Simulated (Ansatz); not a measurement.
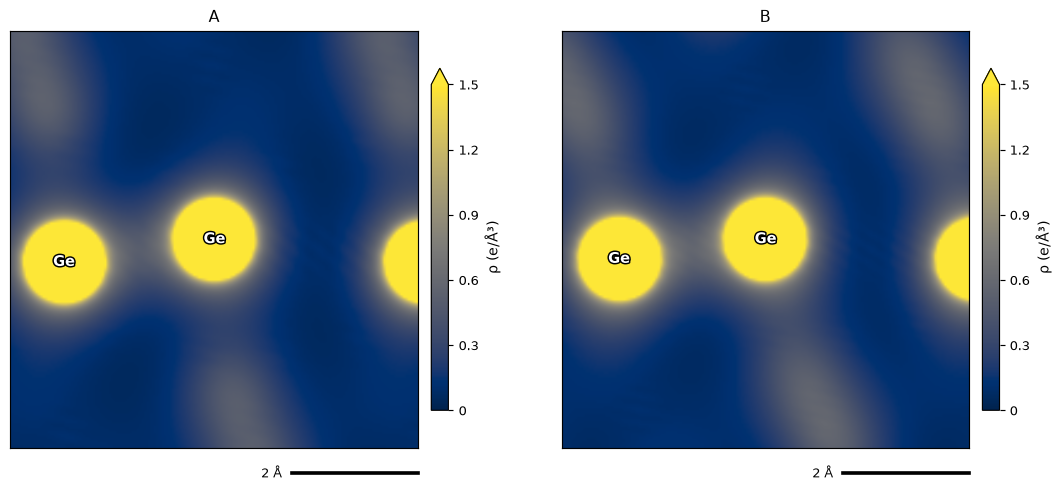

Ge. The valence charge density (pseudo) of two cells that differ in size and shape, on the (101̄) plane of each (indices in the axes of the calculation cell), at one length scale and on one colour scale; one has 17.1 and the other 19.7 Å³ an atom.

The calculation used Ansatz 0.2.0, DFT LDA, scalar-relativistic, plane waves, PAW.

Which is the denser cell? Describe the effect of the change.

Answer. Panel B is the smaller cell, by 14 % in volume. From the larger cell to the smaller, Ge–Ge goes from 2.41 to 2.35 Å, and the density at its midpoint from 0.52 to 0.58 e/Å³; the pressure goes from 3.1 to 18 GPa.

PAW datasets: the set soft_1.
